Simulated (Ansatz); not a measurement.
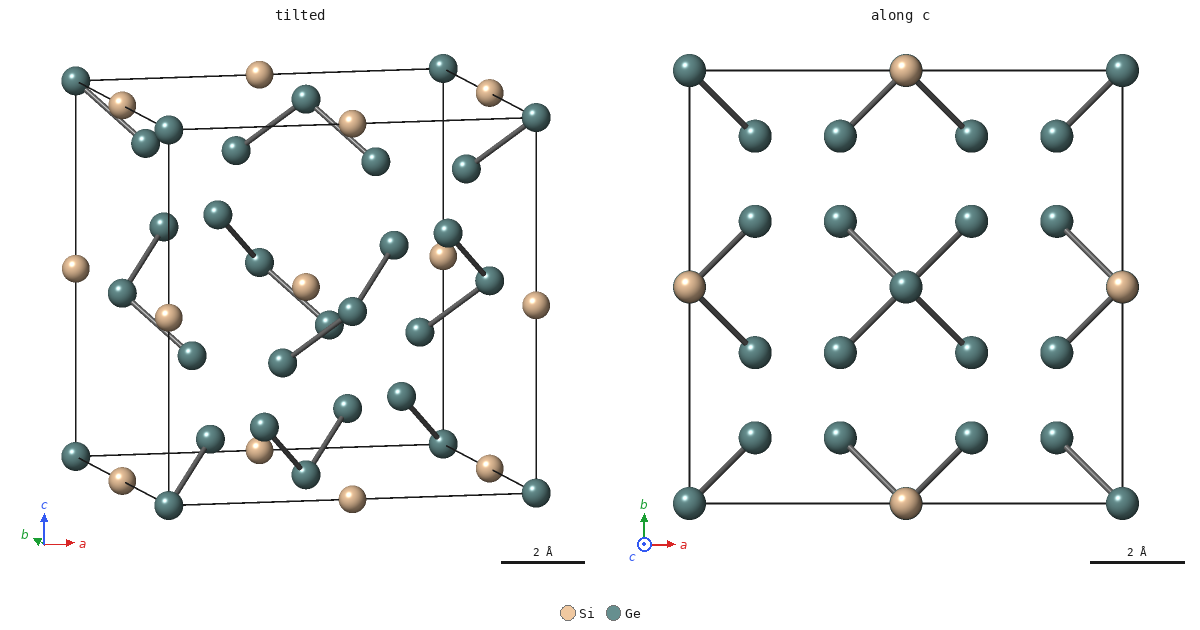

Crystal structure, ball-and-stick style, seen slightly off an axis and along the c axis. One conventional unit cell is framed, with atoms on its boundary repeated. Cell: a = 9.22 Å, b = 9.22 Å, c = 9.22 Å, α = 90.00°, β = 90.00°, γ = 90.00°.

Starting structure: a random cell made by a generator, so it need not be a real form of the compound. Earlier steps of the study, as a rule a relaxation of our own, may have changed the cell and positions, so they can lie some per cent off the listed ones. It was the input of a calculation with Ansatz.

Question: Notes on the structure:

Answer: The stoichiometry is SiGe₅. Its lattice is face-centred cubic, its space group F-43m (No. 216). Counting shared atoms by their share gives 4 Si, 20 Ge, or 24 atoms. Taking every contact within bonding distance, one finds Ge 1 to 4 (mean 1.6). Not all metal-metal contacts are counted.

Calculation details: DFT PBE, scalar-relativistic, plane waves, PAW (Ansatz); E_cut = 420 eV, k-points about 0.15 Å⁻¹ apart, Gaussian smearing of 0.1 eV, no spin polarisation.

Question: Does it come out as a metal, or with a gap?

Answer: A metal: bands cross the Fermi level.

Question: How are the electrons shared out in a Bader analysis?

Answer: Si +0.06 e; Ge -0.05 to +0.14 e.

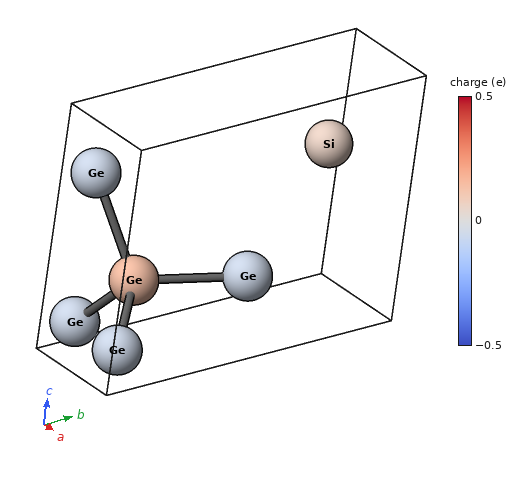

The atoms coloured by those charges. The run's cell of 6 atoms is drawn, so axes and origin can differ from the first picture.

Question: Is this the optimised geometry for these settings?

Answer: Yes. All forces vanish to within 0.01 eV/Å. The pressure is 0.0 GPa, close to zero.
